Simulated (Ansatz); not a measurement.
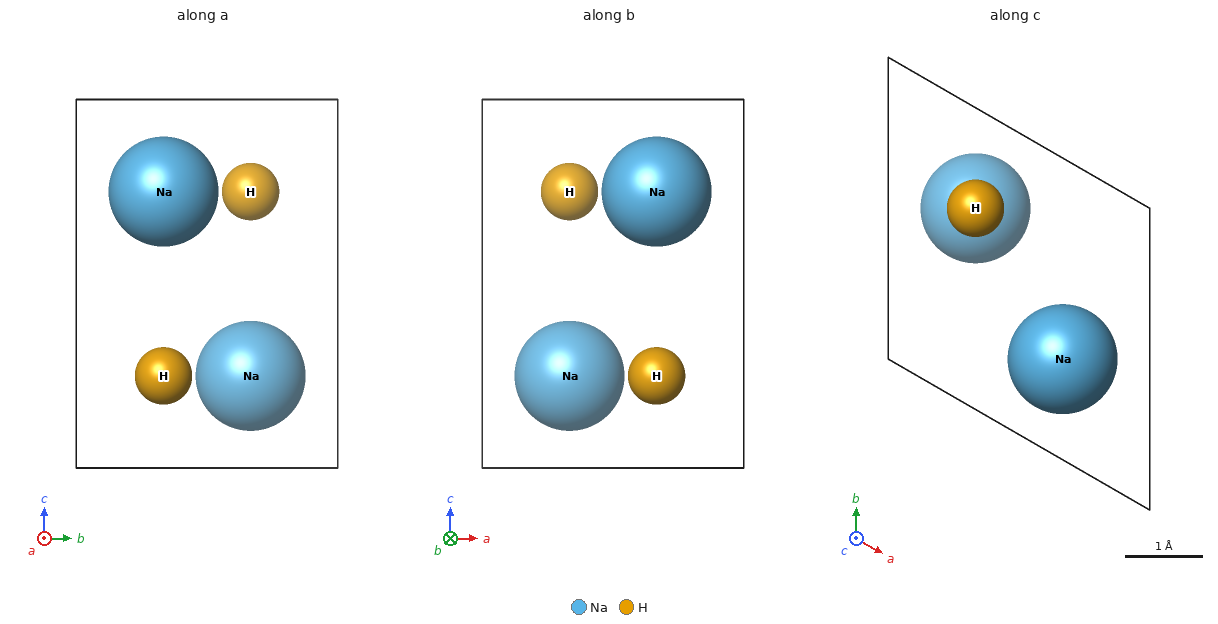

The image is a spheres-only drawing of a crystal, viewed along the a axis, along the b axis and along the c axis. The frame is the conventional unit cell; atoms at its boundary are shown with their periodic copies.

Lattice parameters: a = 3.9533 Å, b = 3.9533 Å, c = 4.8283 Å, α = 90.000°, β = 90.000°, γ = 120.000°.

From the views, write a CIF with its space group and independent sites.

Answer.
```cif
data_structure
_symmetry_space_group_name_H-M 'P 63/m m c'
_symmetry_Int_Tables_number 194
_cell_length_a 3.9533
_cell_length_b 3.9533
_cell_length_c 4.8283
_cell_angle_alpha 90.000
_cell_angle_beta 90.000
_cell_angle_gamma 120.000
_cell_volume 65.35
loop_
_atom_site_label
_atom_site_type_symbol
_atom_site_symmetry_multiplicity
_atom_site_Wyckoff_symbol
_atom_site_fract_x
_atom_site_fract_y
_atom_site_fract_z
_atom_site_occupancy
Na1 Na 2 c 0.3333 0.6667 0.2500 1
H1 H 2 d 0.6667 0.3333 0.2500 1
```

The structure was taken from a structure type filled with these elements by a generator (whether the compound takes this form wasn't checked). Earlier steps of the study may have refined or changed the cell and positions. Ansatz was used for an electronic-structure calculation on it.
